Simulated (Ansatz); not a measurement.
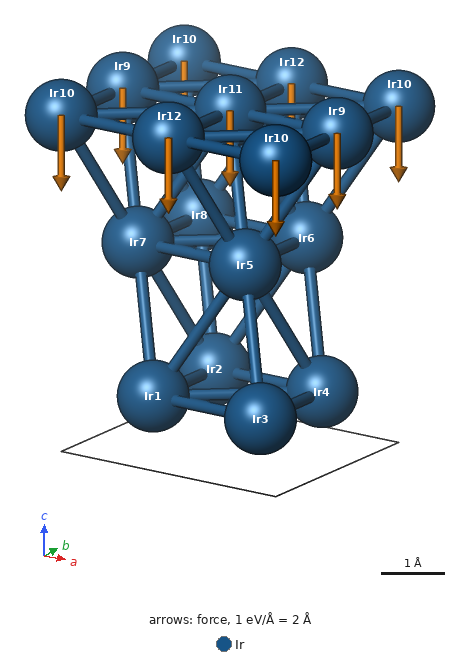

Starting geometry of a slab of composition Ir (cut from the Fm-3m phase) with the computed forces as orange arrows. Style: ball-and-stick. Shown: the cell of the calculation, outlined in the plane, without the vacuum, slightly off an axis.

Case: clean slab, lower planes held. The slab is the (1 1 1) face of Ir. 4 atoms are held fixed.

Level of theory: Ansatz 0.2.0, DFT PBE, scalar-relativistic, plane waves, PAW. Set-up: plane-wave cutoff 420 eV; k-point mesh 4 × 4 × 1; occupations gaussian; smearing width 0.1 eV; no spin polarisation; dipole correction; atoms relaxed in a fixed cell; force threshold 0.03 eV/Å; at most 70 steps.

**What follows when this structure is relaxed?**

It isn't relaxed: the largest force vector, on Ir atoms, is 0.62 eV/Å. The atoms end up moving mostly along the starting forces (cosine between the two patterns 0.89). The largest moves, 0.12 Å, are those of Ir9, Ir10, Ir11 and Ir12. Ir12 goes along the normal (−c). The cell doesn't change. Among the contacts that change: Ir1–Ir5 2.737 → 2.688 Å. Over 3 geometry steps the energy falls by 0.155 eV per cell of the calculation. The largest force component goes from 0.62 to 0.00032 eV/Å. Cost: 36 s on 4 threads of Arm Neoverse V1 (shared host), peak memory 1.3 GiB.
